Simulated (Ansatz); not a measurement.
# Run report: HfO₂, single-point calculation

- system: HfO₂ (Imm2, 3 atoms in the cell)
- method: DFT r2SCAN, scalar-relativistic, plane waves, PAW, no spin polarisation (Ansatz 0.2.0)

The structure derives from an entry of the Crystallography Open Database. It belongs to a series of runs on one base structure; here: atom 1 (Hf) moved by (-0.300, -0.300) A along x and y. Figures and captions count atoms from 1; the log counts them from 0 in places.

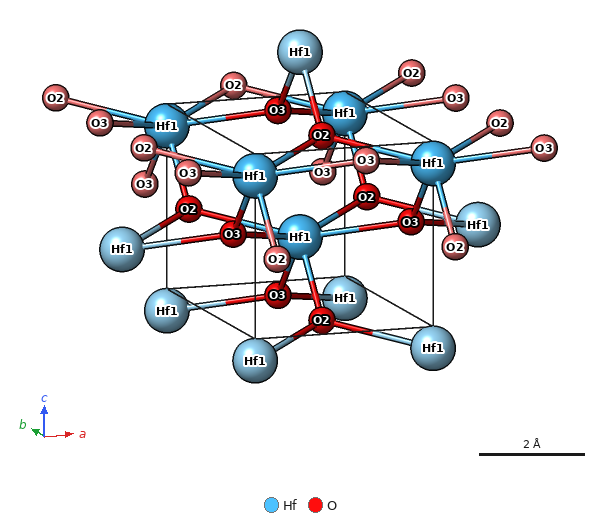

**Figure 1.** The structure (ball-and-stick view of the cell 2 times as large as that of the calculation, set on its symmetry axes, seen slightly off an axis; neighbours outside the cell are drawn fainter; atoms are numbered from 1 in the order of the input). An atom can appear more than once, as a periodic image. Near neighbours in the periodic cell (some may lie outside the picture): Hf has 6 O at 1.88 to 2.26 Å; O has 3 Hf at 1.88 to 2.26 Å.

## Summary

- outcome: converged
- space group (tolerance 0.01 Å): Imm2 (44)
- electrons treated: 38
- free energy: −16875.4657 eV
- Fermi energy: 17.087 eV
- gap on the k-point mesh: 3.80 eV
- pressure: 12.11 GPa
- largest force (length of the vector): 4.651 eV/Å
- hardware: 1 thread of Intel Xeon (Granite Rapids), 176 GiB of memory available, shared host
- wall time: 9.4 s
- peak memory: 0.52 GiB

Spin–orbit coupling is left out, which matters for Hf. The cell is under a pressure of 12.1 GPa at this level, so it is not at its equilibrium volume.

## The input
```yaml
crystal:
  lattice:
    - [0.0, 2.5575, 2.5575]
    - [2.5575, 0.0, 2.5575]
    - [2.5575, 2.5575, 0.0]
  atoms:
    - { symbol: Hf, position: [0.0, 0.0, -0.1173020528] }
    - { symbol: O, position: [0.25, 0.25, 0.25] }
    - { symbol: O, position: [0.75, 0.75, 0.75] }
basis:
  ecutwfc: 500
kpoints:
  mp_grid: { grid: [8, 8, 8] }
hamiltonian:
  xc: r2scan
scf:
  occupations: { method: gaussian, width: 0.05 }
output:
  forces: true
  stress: true
  eigenvalues: true
  write_density: true
  write_potential: true
  elf: true
  volumetric_format: npy
```

Launch command:
```bash
ansatz run input.yaml --threads 1 --pin off --max-ram 2560MiB --backend cpu --events-out ev --progress --plain --runs-dir out
```

## What the program printed
```
Engine: ansatz 0.2.0, x86_64-unknown-linux-gnu
Pseudopotentials: kind: paw
Pseudopotential: Hf, paw, valence charge 26, recommended cutoff 500 eV (meta_gga), Hf.paw.azcp
Pseudopotential: O, paw, valence charge 6, recommended cutoff 500 eV (meta_gga), O.paw.azcp
Functional definition: r2SCAN
  parameter k0 = 0.174
  parameter k1 = 0.065
  parameter a1 = 4.9479
  exchange = r2scan_x(k0 = k0, k1 = k1, a1 = a1)
  correlation = r2scan_c
Crystal: 3 atoms, lattice volume = 33.456 Å³
Basis set: ecut = 500 eV, 869 PW (Γ), exchange–correlation on 108×108×108 points (64 copies of the dense FFT grid, shifted against one another)
Bands: 23, of which v1, the nominal top of the filled ones, is band 19 counted from 1 (18 counted from 0)
Symmetry: 4 space group operations
Space group: Imm2 (ITA 44), of the structure as read, at distance tolerance 3.2e-5 Å
k-points: 95 of 512 (time reversal used)
Non-local potential: Hf, projectors of the file, l = 0: 3, l = 1: 2, l = 2: 2, l = 3: 3
Non-local potential: O, projectors of the file, l = 0: 2, l = 1: 2, l = 2: 1
PAW form: soft (Blöchl's): semilocal exchange-correlation on the pseudo side does not see the compensation charge
PAW frozen core: Hf, regenerated for the run's functional (the file was generated under x = pbe(κ = 0.804, μ = 0.2195149727645171), c = pbe(β = 0.06672455060314922))
PAW frozen core: O, regenerated for the run's functional (the file was generated under x = pbe(κ = 0.804, μ = 0.2195149727645171), c = pbe(β = 0.06672455060314922))
PAW one-centre angular grid: Hf, 974 points (default); XC on 160 Gauss nodes
PAW one-centre angular grid: O, 302 points (default); XC on 160 Gauss nodes
Initial density: superposition of atomic densities (neutral atoms: chi_scale 0, normalization atom), corrected by the library's trained network
Initial wavefunctions: pseudopotential atomic-orbital guess
Functional: x = r2scan, c = r2scan; τ floored in thin density (d = 2e-4 eV/Å³)
SCF iter   1: F=—  HF=-16875.409930 eV  |F-HF|=—  |Δ(HF+E_count)|=         —  Δρ=1.09e-2  dr2=3.36e-2  dr2_τ=2.35e-1  ethr=1.77e-3  ⟨swp⟩=5.0  Hψ=8170  notcnv=0
preconditioner: auto → none  [insulator: Δε(μ)=3.942 eV  Ē_g=19.238 eV  σ=0.050 eV  W_gap=1.00  n_scr=14 (ndim 8)  ℏωp=38.5 eV  f_vac=0.063  D(μ)=0.00/eV (n_scr^D=0)  ε∞_Penn≈5.0]
SCF iter   2: F=—  HF=-16875.466370 eV  |F-HF|=—  |Δ(HF+E_count)|=   5.64e-2  Δρ=5.57e-3  dr2=2.95e-3  dr2_τ=2.00e-3  ethr=8.85e-5  ⟨swp⟩=2.0  Hψ=5131  notcnv=0
SCF iter   3: F=—  HF=-16875.465750 eV  |F-HF|=—  |Δ(HF+E_count)|=   6.20e-4  Δρ=2.48e-3  dr2=8.06e-4  dr2_τ=1.32e-4  ethr=7.77e-6  ⟨swp⟩=2.0  Hψ=3582  notcnv=0
SCF iter   4: F=—  HF=-16875.465705 eV  |F-HF|=—  |Δ(HF+E_count)|=   4.49e-5  Δρ=9.15e-4  dr2=1.68e-4  dr2_τ=2.95e-5  ethr=2.12e-6  ⟨swp⟩=2.5  Hψ=3774  notcnv=0
SCF iter   5: F=—  HF=-16875.465655 eV  |F-HF|=—  |Δ(HF+E_count)|=   5.01e-5  Δρ=1.91e-4  dr2=1.05e-5  dr2_τ=9.13e-7  ethr=4.42e-7  ⟨swp⟩=2.0  Hψ=3443  notcnv=0
SCF iter   6: F=—  HF=-16875.465654 eV  |F-HF|=—  |Δ(HF+E_count)|=   6.67e-7  Δρ=6.02e-5  dr2=9.57e-7  dr2_τ=1.67e-7  ethr=2.75e-8  ⟨swp⟩=2.0  Hψ=3708  notcnv=0
SCF iter   7: F=—  HF=-16875.465654 eV  |F-HF|=—  |Δ(HF+E_count)|=   2.90e-8  Δρ=2.13e-5  dr2=1.15e-7  dr2_τ=8.55e-9  ethr=2.52e-9  ⟨swp⟩=2.1  Hψ=2811  notcnv=0
SCF iter   8: F=-16875.465654 eV  HF=-16875.465654 eV  |F-HF|=2.46e-9  |Δ(HF+E_count)|=   1.03e-9  Δρ=3.24e-6  dr2=2.98e-9  dr2_τ=9.19e-10  ethr=2.63e-10  ⟨swp⟩=7.8  Hψ=13517  notcnv=0
SCF 1 converged in 8 iterations: F = -16875.465654 eV  dr2 = 2.98e-9
  greatest PAW one-centre occupation: 0.999 electrons in one spin orbital (limit 2), on the Hf atom at site 0 (counted from 0), in its partial waves of l = 3
SCF converged after 8 iterations
Free energy (F): -16875.465654 eV
Harris-Foulkes:  -16875.465654 eV  (|F-HF|=2.46e-9)
Internal energy: -16875.465654 eV  (E = F + TS)
E sigma→0 (E₀):  -16875.465654 eV
Fermi energy:    17.086904 eV
--- Per-component energies (eV) ---
  E_band       = 7.106659
  E_kinetic    = 779.434096
  E_local      = -5927.434063  (includes V_loc(G=0)·N_el)
  E_nonlocal   = -1151.419036
  E_hartree    = 2719.053606
  E_xc         = -431.893661
  E_vxc        = -506.728118  (∫ρ·V_xc dr)
  E_paw        = -7272.873414  (= ΣΔE_a)
  E_vpaw       = 1347.332865  (= ΣTr[D̂ρ^β])
  E_aug_tail   = 0.002083  (compensation charges beyond the density's cutoff)
  E_vtau       = 27.813732  (kinetic-family band-sum trace: ∫τ·v_τ [+ j·A + Jᵃ·Aᵃ] dr)
  E_ewald      = -5590.592906
  E_core_change = 0.257640  (= ΣΔE_core)
  E_smearing   = -0.000000  (= −TS)
  E_closure    = -0.000000  (closes the sum)
  Σ components = -16875.465654   (vs F -16875.465654, Δ=0.00e0)
--- Forces (eV/Å), atoms counted from 1 ---
  atom   1  Hf     3.28889864     3.28889864     0.00000000
  atom   2  O     -1.64449810    -1.64449810     2.09663960
  atom   3  O     -1.64449810    -1.64449810    -2.09663960
  max |Σ_I F_I| component: 9.76e-5 eV/Å
--- Stress (GPa, compression-positive) ---
       10.424212      13.905042      -0.000000
       13.905042      10.424212       0.000000
        0.000000      -0.000000      15.487933
  P = ⅓ Tr σ = 12.1121 GPa (121.121 kbar)
--- Band table (eV; the first three rows and the last of 95) ---
  k-point 0: bands = ["-47.2442", "-15.3947", "-15.2703", "-15.1653", "-4.4905", "-2.3090", "4.4161", "4.4163", "4.4286", "4.4732", "4.4770", "4.4795", "4.6210", "9.7070", "10.0126", "10.4039", "13.1695", "13.7285", "14.1203", "20.3357", "21.1631", "21.6665", "24.7366"]
  k-point 1: bands = ["-47.2422", "-15.4501", "-15.2956", "-15.1733", "-4.2955", "-2.3720", "4.4151", "4.4190", "4.4341", "4.4669", "4.4685", "4.4794", "4.5940", "9.8710", "9.9595", "10.8640", "13.0724", "13.3175", "13.9918", "20.4711", "21.6373", "21.6738", "24.2929"]
  k-point 2: bands = ["-47.2374", "-15.6040", "-15.3297", "-15.1926", "-3.8591", "-2.4684", "4.4118", "4.4254", "4.4433", "4.4488", "4.4544", "4.4802", "4.5412", "10.1143", "10.2572", "11.6325", "12.6648", "12.9148", "13.5389", "20.7758", "21.3669", "21.7450", "24.4640"]
  k-point 94: bands = ["-47.2253", "-15.8024", "-15.5742", "-15.2954", "-2.6188", "-2.4352", "4.3793", "4.4070", "4.4231", "4.4235", "4.4531", "4.4533", "4.5087", "8.7397", "11.1889", "11.4899", "12.3488", "13.9922", "15.1873", "19.4360", "20.9267", "22.0016", "22.3142"]
```

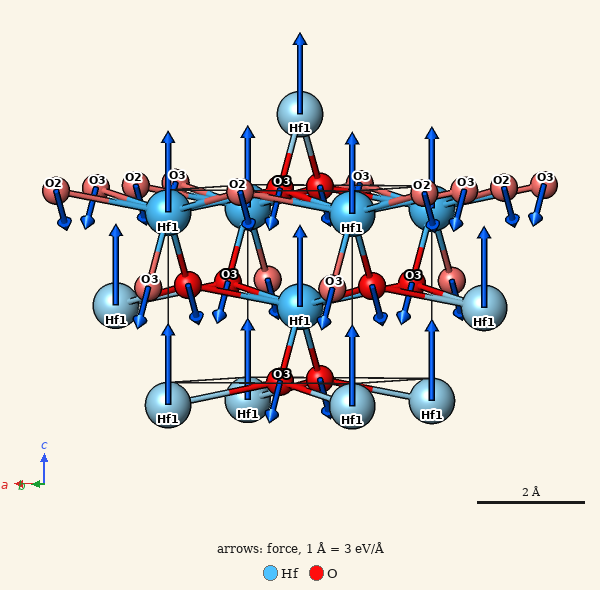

**Figure 2.** Forces on the atoms as blue arrows (ball-and-stick view of the cell 2 times as large as that of the calculation, set on its symmetry axes, seen at an oblique angle; neighbours outside the cell are drawn fainter; atoms are numbered from 1 in the order of the input). The largest act on Hf1 (4.65 eV/Å); O2, O3 (3.13 eV/Å). The geometry is not a stationary point of this energy.

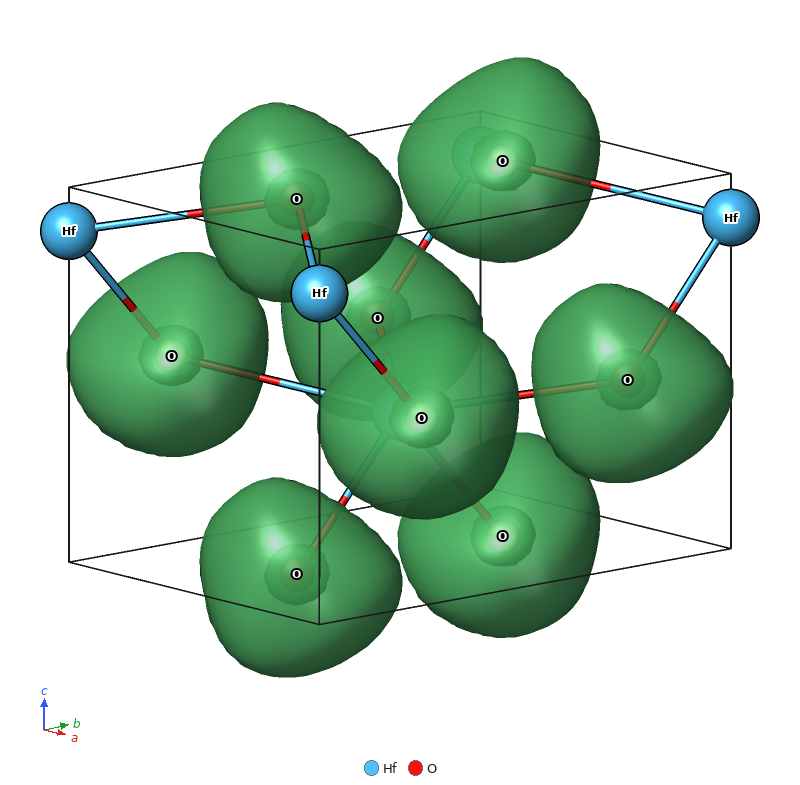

**Figure 3.** Isosurface of the electron localisation function at 0.6 (green), seen at an oblique angle. Only the valence region is drawn (cores and ρ < 0.01 e/Å³ removed). Sticks mark near contacts. The outline is the cell set on symmetry axes. Values along the shortest contacts: Hf–O (1.88 Å): the ELF peaks at about 0.80 in the valence shell of O, 0.6 Å from its nucleus, and drops to about 0.25 between the two atoms. The fields are those of the smooth PAW valence density.

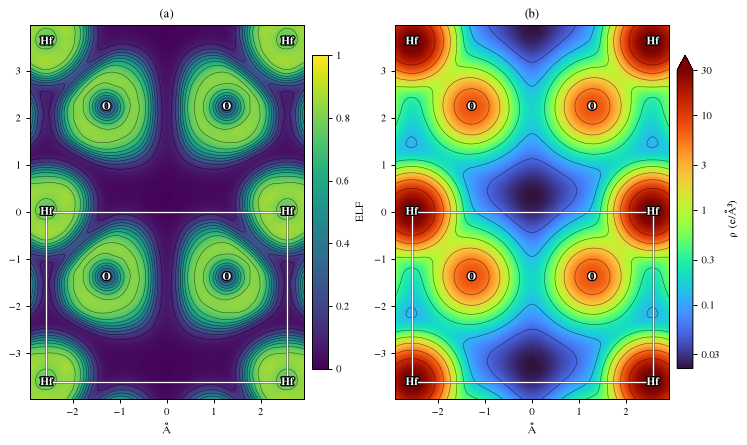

**Figure 4.** (a) electron localisation function; (b) valence pseudo-density on the (100) plane of the conventional cell. Atoms in the plane: Hf and O. Hf–O (1.88 Å): the density is about 1.3 e/Å³ at the midpoint, with its minimum of 1.2 e/Å³ about 1.0 Å from Hf; the ELF peaks at about 0.80 in the valence shell of O, 0.5 Å from its nucleus, and drops to about 0.25 between the two atoms. Away from the nuclei the density in this plane falls to 0.02 e/Å³ at its lowest. The strong features right at Hf lie inside the PAW spheres (semicore, d or f shells) and say nothing about bonding.
